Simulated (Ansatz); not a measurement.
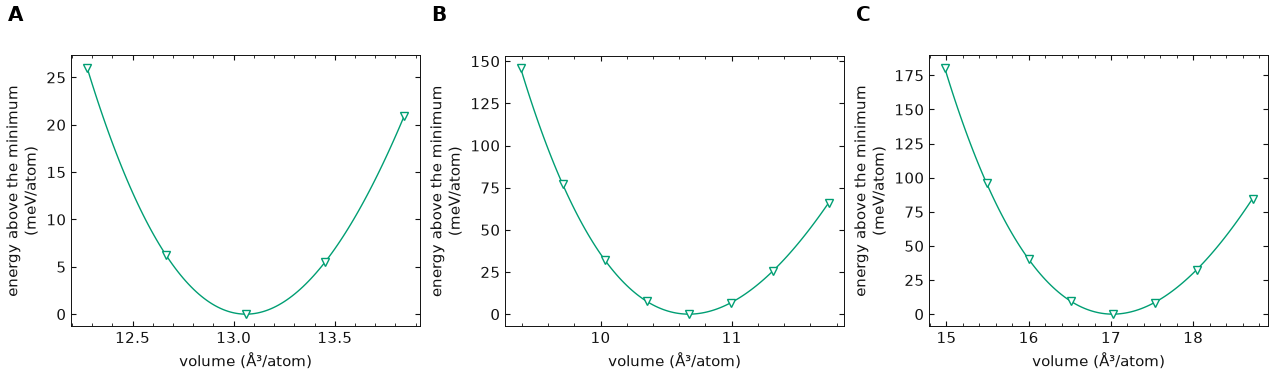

Each panel shows the energy above the minimum against volume for one of these solids: FeSi, P2_13 (No. 198); Si₂Ni, Fm-3m (No. 225); TaAs, I4_1md (No. 109).

How it was computed, with Ansatz 0.2.0: third-order Birch-Murnaghan fit to density functional energies at scaled volumes of the given relaxed cell, shape and atoms relaxed at each volume; energies count from the fitted minimum; plane waves with PAW datasets, Γ-centred k mesh. Level: PBEsol, no spin polarisation.

**Which panel belongs to which solid?**

A is Si₂Ni (energy above the minimum from 0.0 meV/atom to 26.0 meV/atom, V0 13.06 Å³/atom, B0 158 GPa); B is FeSi (energy above the minimum from 0.0 meV/atom to 145.8 meV/atom, V0 10.67 Å³/atom, B0 238 GPa); C is TaAs (energy above the minimum from 0.0 meV/atom to 180.6 meV/atom, V0 17.02 Å³/atom, B0 189 GPa).

For FeSi, limits of the calculation: a crossing between the sampled k points may be missed; run without spin, though Fe often carries a moment.

For Si₂Ni, limits of the calculation: no spin polarisation, a magnetic state may lie lower.

For TaAs, limits of the calculation: bands touch, and spin-orbit coupling could open a gap.
